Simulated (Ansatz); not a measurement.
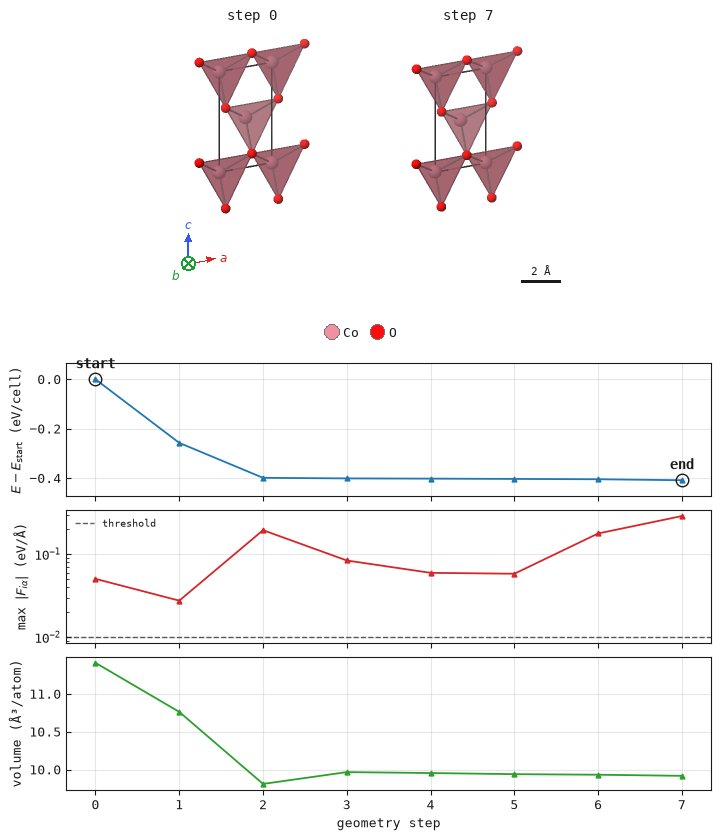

First and last geometry of a relaxation of solid CoO (set up in R3m), with the history of the run. A polyhedral model of the reduced cell, seen along the b axis. Lengths and directions refer to the drawn axes.

Case: relaxed functional: LDA.

These are results of Ansatz 0.2.0, DFT LDA, scalar-relativistic, plane waves, PAW, not measurements. (plane-wave cutoff 420 eV; k-point mesh 18 × 18 × 18; occupations gaussian; smearing width 0.1 eV; collinear spin; cell and atoms relaxed; force threshold 0.01 eV/Å; at most 60 steps)

Q: What do the curves and the structures tell?

A: The run was cut off at its time limit before the relaxation converged, so the last structure is only a point on the way. The atom that moves furthest relative to the cell is a Co atom (0.038 Å along [−1 −1 3]). By element the largest moves are Co 0.038 Å, O 0.035 Å. The drawn cell changes as follows: a = b 3.204 → 3.072 Å (−4.1 %), c 5.456 → 5.167 Å (−5.3 %), α 72.9° → 72.7°, β 72.9° → 72.7°; the volume changes by −13.1 %. Some distances before and after: Co–O 1.963 → 1.857 Å, Co–O 1.909 → 1.850 Å. Bond angles that change, for instance: Co–O–Co 109.6° → 107.2°, O–Co–O 109.6° → 107.2°, Co–O–Co 109.4° → 111.7°. The space group stays R3m (No. 160). Over 7 geometry steps the energy falls by 0.408 eV per cell of the calculation. Largest force component: 0.05 eV/Å at the start, 0.29 eV/Å at the end. Pressure: −18.23 GPa at the start and 0.07 GPa at the end. The program noted that the starting moments weren't kept. Cost: 17 min on 1 thread of Intel(R) Xeon(R) 6975P-C (Granite Rapids), on a shared host, peak memory 1.6 GiB.
